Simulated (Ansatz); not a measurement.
SnO$_{2}$: geometry relaxation (part 1 of 2)

The run: geometry relaxation of SnO$_{2}$ (Pnnm, 6 atoms in the cell). Method and program: DFT r2SCAN, scalar-relativistic, plane waves, PAW, no spin polarisation (Ansatz 0.2.0).

The structure derives from a Materials Project entry. Figures and captions count atoms from 1; the log counts them from 0 in places.

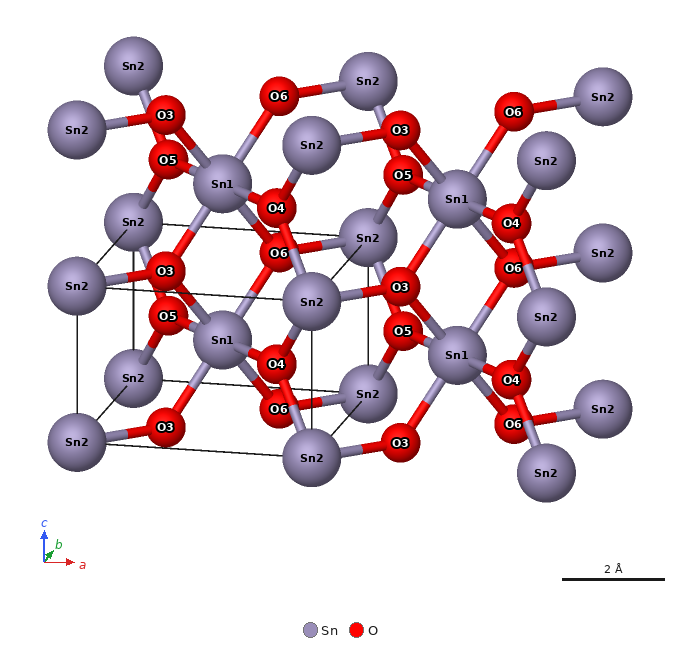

Figure 1. The input geometry (ball-and-stick view of the cell of the calculation, repeated 2 × 1 × 2, seen slightly off an axis; atoms are numbered from 1 in the order of the input). An atom can appear more than once, as a periodic image. Near neighbours in the periodic cell (some may lie outside the picture): Sn has 6 O at 2.06 to 2.07 Å; O has 3 Sn at 2.06 to 2.07 Å.

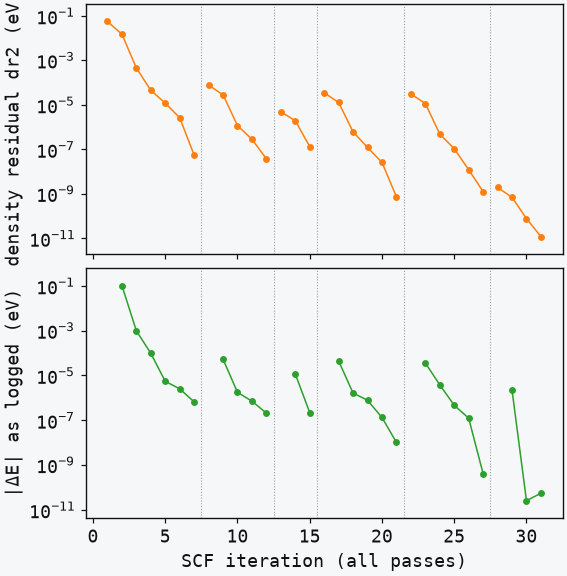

Figure 2. Convergence of the self-consistent field: density residual dr2 and size of the energy change against the SCF iteration. The dotted lines part the SCF passes of the relaxation: geometry steps, rejected trials and re-solves on a re-selected basis. The 6 passes take 3 to 7 iterations each, 31 in all.

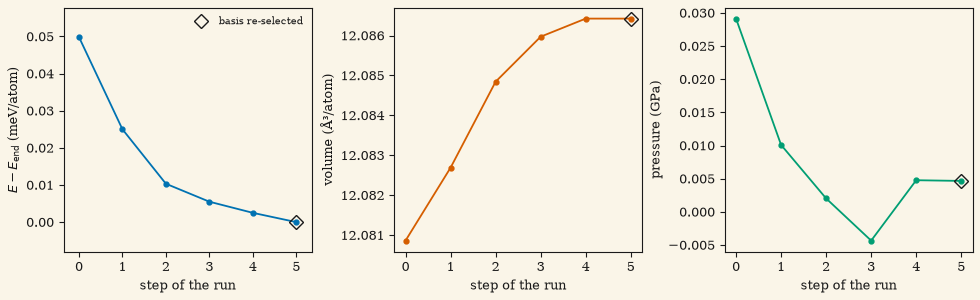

Figure 3. Progress of the relaxation, step by step (the first geometry is step 0 here and step 1 in the log). After 4 geometry steps the energy has fallen by next to nothing (0.0 meV per atom). Largest force component: 0.039 eV/Å at the start, 0.00025 eV/Å at the end. Pressure: 0.03 GPa at the start and 0.00 GPa at the end. The largest moves relative to the cell, 0.007 Å, are those of O3, O4, O5 and O6. Sn stays in place. The space group (tolerance 0.01 Å) goes from Pnnm (No. 58) to P4_2/mnm (No. 136). A last SCF at the same geometry on a re-selected plane-wave basis shifts the energy by next to nothing (0.0 meV per atom). (Atoms are counted from 1 in the order of the input.)

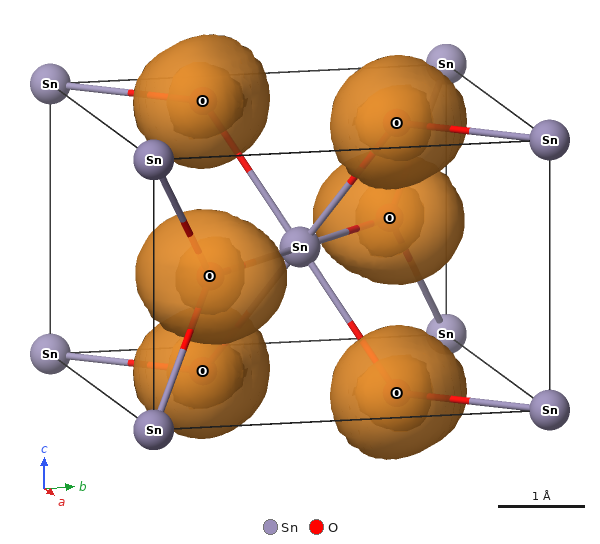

Figure 4. Isosurface of the electron localisation function at 0.75 (orange), seen slightly off an axis. Only the valence region is drawn (cores and ρ < 0.01 e/Å³ removed). Sticks mark near contacts. The outline is the cell set on symmetry axes. Values along the shortest contacts: Sn–O (2.06 Å): the ELF is about 0.25 at the midpoint. In a PAW calculation such maps are meaningful between the atoms, not at the nuclei.

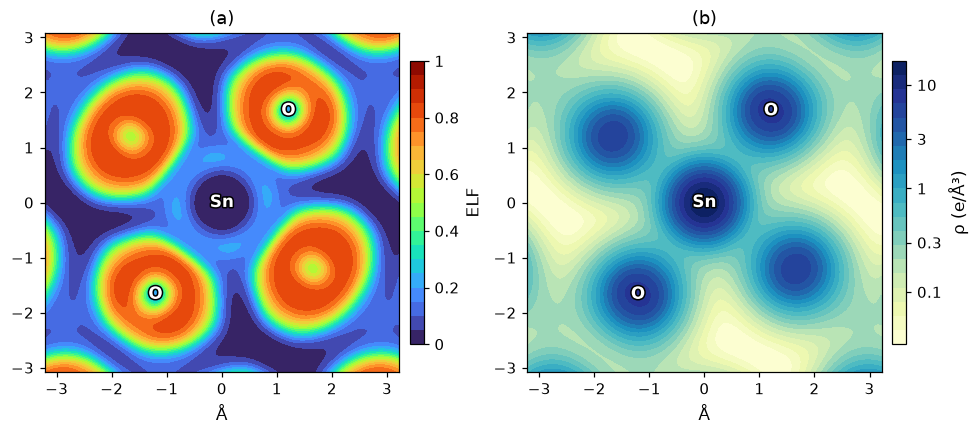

Figure 5. (a) electron localisation function; (b) valence electron density on the (111) plane of the conventional cell. Sn–O (2.06 Å): ρ at the midpoint is about 0.65 e/Å³; the ELF is about 0.25 at the midpoint. Away from the nuclei the density in this plane falls to 0.03 e/Å³ at its lowest.

The input and output of the run follow.

Input
```yaml
crystal:
  lattice:
    - [4.7587775842, 0.0, 0.0]
    - [0.0, 4.7593032812, 0.0]
    - [0.0, 0.0, 3.2004453061]
  atoms:
    - { symbol: Sn, position: [0.5, 0.5, 0.5] }
    - { symbol: Sn, position: [0.0, 0.0, 0.0] }
    - { symbol: O, position: [0.3045817902, 0.3065756179, 0.0] }
    - { symbol: O, position: [0.8045817902, 0.1934243821, 0.5] }
    - { symbol: O, position: [0.1954182098, 0.8065756179, 0.5] }
    - { symbol: O, position: [0.6954182098, 0.6934243821, 0.0] }
basis:
  ecutwfc: 500
kpoints:
  mp_grid: { grid: [6, 6, 8] }
hamiltonian:
  xc: r2scan
scf:
  occupations: { method: gaussian, width: 0.02 }
output:
  forces: true
  stress: true
  eigenvalues: true
  write_density: true
  write_potential: true
  elf: true
  volumetric_format: npy
relax:
  adjacent_minimum: "off"
  f_tol: 0.005
  max_steps: 80
  cell: { stress_tol: 0.05 }
```

Run as:
```bash
ansatz run input.yaml --threads 2 --pin off --max-ram 5120MiB --backend cpu --events-out ev --progress --plain --runs-dir out
```

Output
```
Engine: ansatz 0.2.0, x86_64-unknown-linux-gnu
Pseudopotentials: kind: paw
Pseudopotential: Sn, paw, valence charge 14, recommended cutoff 500 eV (meta_gga), Sn.paw.azcp
Pseudopotential: O, paw, valence charge 6, recommended cutoff 500 eV (meta_gga), O.paw.azcp
Functional definition: r2SCAN
  parameter k0 = 0.174
  parameter k1 = 0.065
  parameter a1 = 4.9479
  exchange = r2scan_x(k0 = k0, k1 = k1, a1 = a1)
  correlation = r2scan_c
Crystal: 6 atoms, lattice volume = 72.485 Å³
Basis set: ecut = 500 eV, 1867 PW (Γ), exchange–correlation on 144×144×96 points (64 copies of the dense FFT grid, shifted against one another)
Bands: 32, of which v1, the nominal top of the filled ones, is band 26 counted from 1 (25 counted from 0)
Symmetry: 8 space group operations
Space group: Pnnm (ITA 58), of the structure as read, at distance tolerance 4.2e-5 Å
k-points: 80 of 288
Non-local potential: Sn, projectors of the file, l = 0: 2, l = 1: 2, l = 2: 2, l = 3: 2
Non-local potential: O, projectors of the file, l = 0: 2, l = 1: 2, l = 2: 1
PAW form: soft (Blöchl's): semilocal exchange-correlation on the pseudo side does not see the compensation charge
PAW frozen core: Sn, regenerated for the run's functional (the file was generated under x = pbe(κ = 0.804, μ = 0.2195149727645171), c = pbe(β = 0.06672455060314922))
PAW frozen core: O, regenerated for the run's functional (the file was generated under x = pbe(κ = 0.804, μ = 0.2195149727645171), c = pbe(β = 0.06672455060314922))
PAW one-centre angular grid: Sn, 590 points (default); XC on 249 of its mesh's 2787 points in the sphere
PAW one-centre angular grid: O, 302 points (default); XC on 160 Gauss nodes
Initial density: superposition of atomic densities (neutral atoms: chi_scale 0, normalization atom), corrected by the library's trained network
Initial wavefunctions: pseudopotential atomic-orbital guess
Functional: x = r2scan, c = r2scan; τ floored in thin density (d = 2e-4 eV/Å³)
SCF iter   1: F=—  HF=-14352.325050 eV  |F-HF|=—  |Δ(HF+E_count)|=         —  Δρ=1.03e-2  dr2=5.57e-2  dr2_τ=2.69e-1  ethr=1.77e-3  ⟨swp⟩=6.3  Hψ=11250  notcnv=0  defer=1
preconditioner: auto → Resta (q_TF=auto, 2.581 Å⁻¹)  ε∞=3.3  [insulator: Δε(μ)=1.815 eV  Ē_g=20.822 eV  σ=0.020 eV  W_gap=1.00  n_scr=18 (ndim 8)  ℏωp=31.5 eV  f_vac=0.029  D(μ)=0.00/eV (n_scr^D=0)  ε∞_Penn≈3.3]
SCF iter   2: F=—  HF=-14352.428539 eV  |F-HF|=—  |Δ(HF+E_count)|=   1.03e-1  Δρ=6.12e-3  dr2=1.49e-2  dr2_τ=9.94e-4  ethr=1.07e-4  ⟨swp⟩=2.8  Hψ=4931  notcnv=0  defer=147
SCF iter   3: F=—  HF=-14352.427560 eV  |F-HF|=—  |Δ(HF+E_count)|=   9.79e-4  Δρ=8.13e-4  dr2=4.53e-4  dr2_τ=1.01e-4  ethr=2.87e-5  ⟨swp⟩=2.0  Hψ=2746  notcnv=0  defer=147
SCF iter   4: F=—  HF=-14352.427657 eV  |F-HF|=—  |Δ(HF+E_count)|=   9.70e-5  Δρ=2.93e-4  dr2=4.47e-5  dr2_τ=4.67e-6  ethr=8.72e-7  ⟨swp⟩=2.1  Hψ=3659  notcnv=0  defer=147
SCF iter   5: F=—  HF=-14352.427663 eV  |F-HF|=—  |Δ(HF+E_count)|=   5.42e-6  Δρ=1.18e-4  dr2=1.19e-5  dr2_τ=6.96e-7  ethr=8.60e-8  ⟨swp⟩=2.0  Hψ=3640  notcnv=0  defer=147
SCF iter   6: F=—  HF=-14352.427660 eV  |F-HF|=—  |Δ(HF+E_count)|=   2.52e-6  Δρ=5.82e-5  dr2=2.62e-6  dr2_τ=7.60e-8  ethr=2.28e-8  ⟨swp⟩=2.0  Hψ=4324  notcnv=0  defer=147
SCF iter   7: F=-14352.427660 eV  HF=-14352.427660 eV  |F-HF|=3.16e-8  |Δ(HF+E_count)|=   6.55e-7  Δρ=8.88e-6  dr2=5.49e-8  dr2_τ=2.53e-9  ethr=1.92e-10  ⟨swp⟩=12.9  Hψ=20010  notcnv=0
SCF 1 converged in 7 iterations: F = -14352.427660 eV  dr2 = 5.49e-8
  greatest PAW one-centre occupation: 0.996 electrons in one spin orbital (limit 2), on the Sn atom at site 1 (counted from 0), in its partial waves of l = 2
relax step   1: F+E_penalty+E_count = -14352.42765962 eV  Δ(F+E_penalty+E_count) = +0.000e0 eV  max|allowed force component| = 3.919e-2 eV/Å  Δτ_max = 0.0000 Å  P = +0.029 GPa  Ω = 72.485 Å³  (7 SCF iters, dr2 threshold 1.00e-7 eV, accepted)
Crystal: 6 atoms, lattice volume = 72.496 Å³
Basis set: ecut = 500 eV, 1859 PW (Γ), exchange–correlation on 144×144×96 points (64 copies of the dense FFT grid, shifted against one another)
Initial density: handed on by an earlier stage of this run
Initial wavefunctions: those handed on with the density
iter 1 solved again at ethr=1.35e-7 eV; its pass at ethr=3.10e-3 eV (dr2=7.02e-5 eV) is discarded
SCF iter   1: F=—  HF=-14352.427757 eV  |F-HF|=—  |Δ(HF+E_count)|=         —  Δρ=5.12e-4  dr2=7.63e-5  dr2_τ=1.46e-3  ethr=1.35e-7  ⟨swp⟩=2.9  Hψ=12999  notcnv=0
preconditioner: auto → Resta (q_TF=auto, 2.581 Å⁻¹)  ε∞=3.3  [insulator: Δε(μ)=1.766 eV  Ē_g=20.784 eV  σ=0.020 eV  W_gap=1.00  n_scr=18 (ndim 8)  ℏωp=31.4 eV  f_vac=0.030  D(μ)=0.00/eV (n_scr^D=0)  ε∞_Penn≈3.3]
SCF iter   2: F=—  HF=-14352.427810 eV  |F-HF|=—  |Δ(HF+E_count)|=   5.28e-5  Δρ=2.78e-4  dr2=2.82e-5  dr2_τ=1.71e-6  ethr=1.35e-7  ⟨swp⟩=2.0  Hψ=3840  notcnv=0
SCF iter   3: F=—  HF=-14352.427808 eV  |F-HF|=—  |Δ(HF+E_count)|=   1.75e-6  Δρ=6.26e-5  dr2=1.16e-6  dr2_τ=3.07e-7  ethr=5.42e-8  ⟨swp⟩=2.0  Hψ=3658  notcnv=0
SCF iter   4: F=—  HF=-14352.427809 eV  |F-HF|=—  |Δ(HF+E_count)|=   7.08e-7  Δρ=3.14e-5  dr2=2.82e-7  dr2_τ=3.14e-8  ethr=2.23e-9  ⟨swp⟩=2.0  Hψ=3419  notcnv=0
SCF iter   5: F=-14352.427809 eV  HF=-14352.427809 eV  |F-HF|=2.58e-8  |Δ(HF+E_count)|=   2.06e-7  Δρ=9.15e-6  dr2=3.73e-8  dr2_τ=6.13e-9  ethr=1.85e-10  ⟨swp⟩=10.4  Hψ=18488  notcnv=0
SCF 2 converged in 5 iterations: F = -14352.427809 eV  dr2 = 3.73e-8
  greatest PAW one-centre occupation: 0.996 electrons in one spin orbital (limit 2), on the Sn atom at site 0 (counted from 0), in its partial waves of l = 2
relax step   2: F+E_penalty+E_count = -14352.42780926 eV  Δ(F+E_penalty+E_count) = -1.496e-4 eV  max|allowed force component| = 4.639e-3 eV/Å  Δτ_max = 0.0029 Å  P = +0.010 GPa  Ω = 72.496 Å³  energy of the carried Pulay correction = -5.474e-6 eV  (5 SCF iters, dr2 threshold 9.60e-8 eV, accepted)
Crystal: 6 atoms, lattice volume = 72.509 Å³
iter 1 solved again at ethr=7.17e-9 eV; its pass at ethr=3.10e-3 eV (dr2=3.73e-6 eV) is discarded
SCF iter   1: F=—  HF=-14352.427885 eV  |F-HF|=—  |Δ(HF+E_count)|=         —  Δρ=1.29e-4  dr2=4.81e-6  dr2_τ=5.91e-5  ethr=7.17e-9  ⟨swp⟩=3.0  Hψ=13701  notcnv=0
preconditioner: auto → Resta (q_TF=auto, 2.581 Å⁻¹)  ε∞=3.3  [insulator: Δε(μ)=1.768 eV  Ē_g=20.786 eV  σ=0.020 eV  W_gap=1.00  n_scr=18 (ndim 8)  ℏωp=31.4 eV  f_vac=0.030  D(μ)=0.00/eV (n_scr^D=0)  ε∞_Penn≈3.3]
SCF iter   2: F=—  HF=-14352.427897 eV  |F-HF|=—  |Δ(HF+E_count)|=   1.16e-5  Δρ=7.28e-5  dr2=1.94e-6  dr2_τ=9.00e-8  ethr=7.17e-9  ⟨swp⟩=2.0  Hψ=4060  notcnv=0
SCF iter   3: F=-14352.427897 eV  HF=-14352.427897 eV  |F-HF|=1.55e-8  |Δ(HF+E_count)|=   2.17e-7  Δρ=1.94e-5  dr2=1.31e-7  dr2_τ=2.94e-8  ethr=2.95e-10  ⟨swp⟩=7.5  Hψ=18112  notcnv=0
SCF 3 converged in 3 iterations: F = -14352.427897 eV  dr2 = 1.31e-7
relax step   3: F+E_penalty+E_count = -14352.42789734 eV  Δ(F+E_penalty+E_count) = -8.808e-5 eV  max|allowed force component| = 6.075e-3 eV/Å  Δτ_max = 0.0005 Å  P = +0.002 GPa  Ω = 72.509 Å³  energy of the carried Pulay correction = -1.193e-5 eV  (3 SCF iters, dr2 threshold 1.53e-7 eV, accepted)
Crystal: 6 atoms, lattice volume = 72.516 Å³
iter 1 solved again at ethr=6.37e-8 eV; its pass at ethr=3.10e-3 eV (dr2=3.31e-5 eV) is discarded
```
